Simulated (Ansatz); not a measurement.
## Single-point calculation, with input and output: MgO

The run: single-point calculation of MgO (P6₃mc, 8 atoms in the cell). Method and program: DFT, PBEsol, plane waves, PAW, PAW set soft_1, no spin polarisation (Ansatz 0.2.0).

The structure derives from a Materials Project entry. Some settings of this run were made unusual or wrong on purpose.

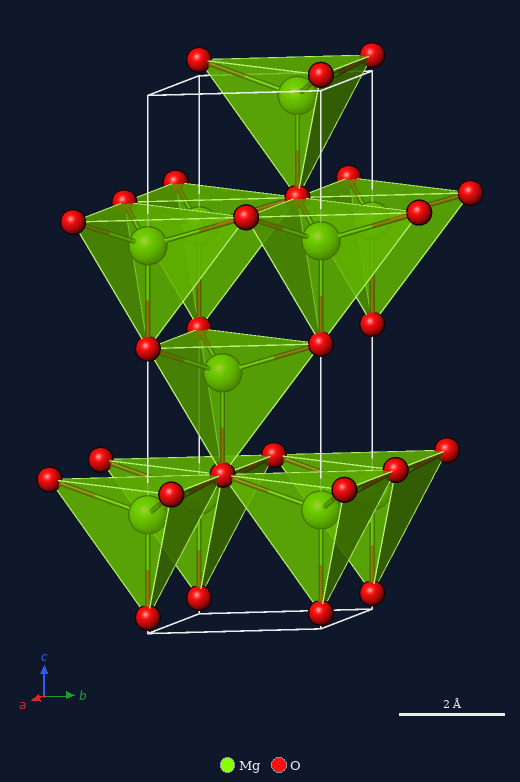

**Figure 1.** The structure as given in the input (polyhedral view of the cell of the calculation, seen slightly off an axis; polyhedra are completed across the faces of the cell). An atom can appear more than once, as a periodic image.

The input
```yaml
crystal:
  lattice:
    - [3.4182, 0.0, 0.0]
    - [-1.7091, 2.9602480352, 0.0]
    - [0.0, 0.0, 10.4160299547]
  atoms:
    - { symbol: Mg, position: [0.3333333333, 0.6666666667, 0.9695925587] }
    - { symbol: Mg, position: [0.0, 0.0, 0.2209429155] }
    - { symbol: Mg, position: [0.0, 0.0, 0.7209429155] }
    - { symbol: Mg, position: [0.6666666667, 0.3333333333, 0.4695925587] }
    - { symbol: O, position: [0.3333333333, 0.6666666667, 0.7799203897] }
    - { symbol: O, position: [0.0, 0.0, 0.5295423161] }
    - { symbol: O, position: [0.0, 0.0, 0.0295423161] }
    - { symbol: O, position: [0.6666666667, 0.3333333333, 0.2799203897] }
basis:
  ecutwfc: 520.0
kpoints:
  mp_grid: { grid: [9, 9, 4] }
hamiltonian:
  xc: pbesol
  pseudopotentials: { kind: paw, azcp: { folder: soft_1 } }
scf:
  occupations: { method: fixed }
  max_iter: 100
output:
  forces: true
  eigenvalues: true
  stress: true
```

Launched with:
```bash
ansatz run input.yaml --threads 2 --pin off --max-ram 4096MiB --backend cpu --events-out ev --progress --plain --runs-dir out
```

Output
```
Warning: [file] the record states the generating functional pbe (its physics header spells it `PBE`), which answers neither for hamiltonian.xc's functional nor for the pbesol family's — results may be inconsistent (PPs are generated against a specific XC)
Warning: [file] the record states the generating functional pbe (its physics header spells it `PBE`), which answers neither for hamiltonian.xc's functional nor for the pbesol family's — results may be inconsistent (PPs are generated against a specific XC)
Engine: ansatz 0.2.0, aarch64-unknown-linux-gnu
Pseudopotentials: kind: paw
Pseudopotential: Mg, paw, valence charge 10, recommended cutoff 420 eV (normal), [file]
Pseudopotential: O, paw, valence charge 6, recommended cutoff 420 eV (normal), [file]
Functional definition: PBEsol
  exchange = pbesol_x
  correlation = pbesol_c
Crystal: 8 atoms, lattice volume = 105.397 Å³
Basis set: ecut = 520 eV, 2847 PW (Γ), exchange–correlation on 54×54×160 points (8 copies of the dense FFT grid, shifted against one another)
Bands: 40, of which v1, the nominal top of the filled ones, is band 32 counted from 1 (31 counted from 0)
Symmetry: 12 space group operations
Space group: P63mc (ITA 186), of the structure as read, at distance tolerance 4.7e-5 Å
k-points: 36 of 324 (time reversal used)
Non-local potential: Mg, projectors of the file, l = 0: 3, l = 1: 2, l = 2: 1
Non-local potential: O, projectors of the file, l = 0: 2, l = 1: 2, l = 2: 1
PAW form: soft (Blöchl's): semilocal exchange-correlation on the pseudo side does not see the compensation charge
PAW frozen core: Mg, regenerated for the run's functional, and the local potential with it (the file was generated under x = pbe(κ = 0.804, μ = 0.2195149727645171), c = pbe(β = 0.06672455060314922))
PAW frozen core: O, regenerated for the run's functional, and the local potential with it (the file was generated under x = pbe(κ = 0.804, μ = 0.2195149727645171), c = pbe(β = 0.06672455060314922))
PAW one-centre angular grid: Mg, 110 points (default); XC on 64 Gauss nodes
PAW one-centre angular grid: O, 110 points (default); XC on 64 Gauss nodes
Initial density: superposition of atomic densities (chi_scale 0.1, normalization cell, long waves kept (reshape's long-wave potential 0.00 eV rms))
Initial wavefunctions: pseudopotential atomic-orbital guess
Functional: x = pbesol(κ = 0.804, μ = 0.12345679012345678), c = pbesol(β = 0.046)
SCF iter   1: F=—  HF=-9902.604174 eV  |F-HF|=—  |Δ(HF+E_count)|=         —  Δρ=6.52e-2  dr2=3.18e0  ethr=3.10e-3  ⟨swp⟩=4.7  Hψ=5404  notcnv=0  defer=205
preconditioner: auto → Resta (q_TF=auto, 2.511 Å⁻¹)  ε∞=3.4  [insulator: Δε(μ)=2.913 eV  Ē_g=13.329 eV  n_scr=38 (ndim 8)  ℏωp=20.5 eV  f_vac=0.000  ε∞_Penn≈3.4]
SCF iter   2: F=—  HF=-9902.072822 eV  |F-HF|=—  |Δ(HF+E_count)|=   5.31e-1  Δρ=3.35e-2  dr2=1.07e0  ethr=3.10e-3  ⟨swp⟩=2.4  Hψ=2653  notcnv=0  defer=176
SCF iter   3: F=—  HF=-9901.998787 eV  |F-HF|=—  |Δ(HF+E_count)|=   7.40e-2  Δρ=7.69e-3  dr2=5.24e-2  ethr=1.67e-3  ⟨swp⟩=3.0  Hψ=2399  notcnv=0  defer=129
automatic band count: iteration 3 solves 38 bands in place of 40: the levels show a gap, and the empty bands left out lie too high to hold charge; the band table lists the bands solved (type scf.n_extra_bands for more)
SCF iter   4: F=—  HF=-9902.004272 eV  |F-HF|=—  |Δ(HF+E_count)|=   5.48e-3  Δρ=4.97e-3  dr2=2.23e-2  ethr=8.19e-5  ⟨swp⟩=2.0  Hψ=1952  notcnv=0  defer=144
SCF iter   5: F=—  HF=-9902.000736 eV  |F-HF|=—  |Δ(HF+E_count)|=   3.54e-3  Δρ=1.18e-3  dr2=1.00e-3  ethr=3.48e-5  ⟨swp⟩=2.0  Hψ=1922  notcnv=0  defer=144
SCF iter   6: F=—  HF=-9902.001979 eV  |F-HF|=—  |Δ(HF+E_count)|=   1.24e-3  Δρ=7.28e-4  dr2=4.30e-4  ethr=1.57e-6  ⟨swp⟩=2.0  Hψ=2003  notcnv=0  defer=144
SCF iter   7: F=—  HF=-9902.001916 eV  |F-HF|=—  |Δ(HF+E_count)|=   6.27e-5  Δρ=9.60e-5  dr2=6.17e-6  ethr=6.72e-7  ⟨swp⟩=2.0  Hψ=1864  notcnv=0  defer=138
SCF iter   8: F=—  HF=-9902.001979 eV  |F-HF|=—  |Δ(HF+E_count)|=   6.29e-5  Δρ=2.42e-5  dr2=4.77e-7  ethr=9.64e-9  ⟨swp⟩=2.0  Hψ=2365  notcnv=0  defer=64
SCF iter   9: F=-9902.001979 eV  HF=-9902.001979 eV  |F-HF|=1.24e-8  |Δ(HF+E_count)|=   3.50e-7  Δρ=4.33e-6  dr2=1.93e-8  ethr=1.56e-10  ⟨swp⟩=10.6  Hψ=6283  notcnv=0
SCF 1 converged in 9 iterations: F = -9902.001979 eV  dr2 = 1.93e-8
  greatest PAW one-centre occupation: 1.000 electrons in one spin orbital (limit 2), on the Mg atom at site 0 (counted from 0), in its partial waves of l = 0
SCF converged after 9 iterations
Free energy (F): -9902.001979 eV
Harris-Foulkes:  -9902.001979 eV  (|F-HF|=1.24e-8)
Internal energy: -9902.001979 eV  (E = F + TS)
E sigma→0 (E₀):  -9902.001979 eV
Fermi energy:    3.776847 eV
--- Per-component energies (eV) ---
  E_band       = -1411.475087
  E_kinetic    = 954.591135
  E_local      = -8065.502766  (includes V_loc(G=0)·N_el)
  E_nonlocal   = 991.299982
  E_hartree    = 2774.946242
  E_xc         = -390.648870
  E_vxc        = -502.759580  (∫ρ·V_xc dr)
  E_paw        = -1785.196981  (= ΣΔE_a)
  E_vpaw       = -338.998927  (= ΣTr[D̂ρ^β])
  E_aug_tail   = 0.000757  (compensation charges beyond the density's cutoff)
  E_ewald      = -4381.868080
  E_core_change = 0.376601  (= ΣΔE_core)
  E_smearing   = -0.000000  (= −TS)
  E_closure    = 0.000000  (closes the sum)
  Σ components = -9902.001979   (vs F -9902.001979, Δ=0.00e0)
--- Forces (eV/Å), atoms counted from 1 ---
  atom   1  Mg    -0.00000000    -0.00000000     0.26543942
  atom   2  Mg    -0.00000000    -0.00000000     0.32590725
  atom   3  Mg     0.00000000     0.00000000     0.32590725
  atom   4  Mg     0.00000000     0.00000000     0.26543942
  atom   5  O     -0.00000000    -0.00000000    -0.28735668
  atom   6  O     -0.00000000    -0.00000000    -0.30392912
  atom   7  O     -0.00000000     0.00000000    -0.30392912
  atom   8  O     -0.00000000     0.00000000    -0.28735668
  max |Σ_I F_I| component: 1.22e-4 eV/Å
--- Stress (GPa, compression-positive) ---
      -12.293716       0.000000      -0.000000
        0.000000     -12.293716       0.000000
       -0.000000       0.000000      -3.555614
  P = ⅓ Tr σ = -9.3810 GPa (-93.810 kbar)
--- Band table (eV; the first three rows and the last of 36) ---
  k-point 0: bands = ["-67.9644", "-67.9641", "-67.9597", "-67.9593", "-34.9345", "-34.9215", "-34.9143", "-34.9072", "-34.9072", "-34.9056", "-34.9056", "-34.9021", "-34.9021", "-34.9012", "-34.9005", "-34.9005", "-11.9251", "-11.6215", "-11.5951", "-11.2717", "0.9208", "1.9485", "2.0371", "3.2827", "3.2827", "3.4037", "3.4037", "3.4294", "3.4294", "3.5565", "3.5565", "3.7768", "6.6391", "8.9111", "9.0475", "11.4760", "12.9420", "15.9205"]
  k-point 1: bands = ["-67.9644", "-67.9641", "-67.9596", "-67.9594", "-34.9333", "-34.9251", "-34.9107", "-34.9070", "-34.9070", "-34.9059", "-34.9059", "-34.9024", "-34.9018", "-34.9018", "-34.9007", "-34.9007", "-11.9017", "-11.7323", "-11.4814", "-11.2980", "0.9927", "1.5427", "2.5218", "3.2926", "3.2926", "3.3633", "3.3633", "3.4707", "3.4707", "3.5457", "3.5457", "3.5631", "6.8876", "8.2057", "9.7476", "11.1328", "13.3294", "15.0689"]
  k-point 2: bands = ["-67.9643", "-67.9643", "-67.9595", "-67.9595", "-34.9299", "-34.9299", "-34.9065", "-34.9065", "-34.9065", "-34.9065", "-34.9058", "-34.9058", "-34.9012", "-34.9012", "-34.9012", "-34.9012", "-11.8344", "-11.8344", "-11.3723", "-11.3723", "1.2041", "1.2041", "3.0775", "3.0775", "3.3209", "3.3209", "3.3209", "3.3209", "3.5153", "3.5153", "3.5153", "3.5153", "7.4772", "7.4772", "10.4789", "10.4789", "14.1171", "14.1171"]
  k-point 35: bands = ["-67.9631", "-67.9631", "-67.9587", "-67.9587", "-34.9257", "-34.9257", "-34.9240", "-34.9240", "-34.9157", "-34.9157", "-34.9127", "-34.9127", "-34.9072", "-34.9072", "-34.9071", "-34.9071", "-11.2630", "-11.2630", "-11.2359", "-11.2359", "1.4581", "1.4581", "1.7053", "1.7053", "2.0512", "2.0512", "2.2681", "2.2681", "3.1899", "3.1899", "3.2772", "3.2772", "11.1352", "11.1352", "11.7479", "11.7479", "13.0838", "13.0838"]
```

What the run reported

- outcome: converged
- space group (tolerance 0.01 Å): P6₃mc (186)
- electrons treated: 64
- free energy: −9902.0020 eV
- Fermi energy: 3.777 eV
- gap on the k-point mesh: 2.86 eV
- pressure: −9.38 GPa
- largest force (length of the vector): 0.326 eV/Å
- hardware: 2 threads of Arm Neoverse N1, 98 GiB of memory available, shared host
- wall time: 15 s (CPU time 30 s)
- peak memory: 0.41 GiB

What went wrong

A setting was made wrong on purpose: fixed occupations whatever the gap (`scf.occupations`). Fixed occupations are valid only where a gap stays open. The program still converged, but the numbers can't be taken as results for the intended system. The program warns: the PAW datasets were made with another functional.
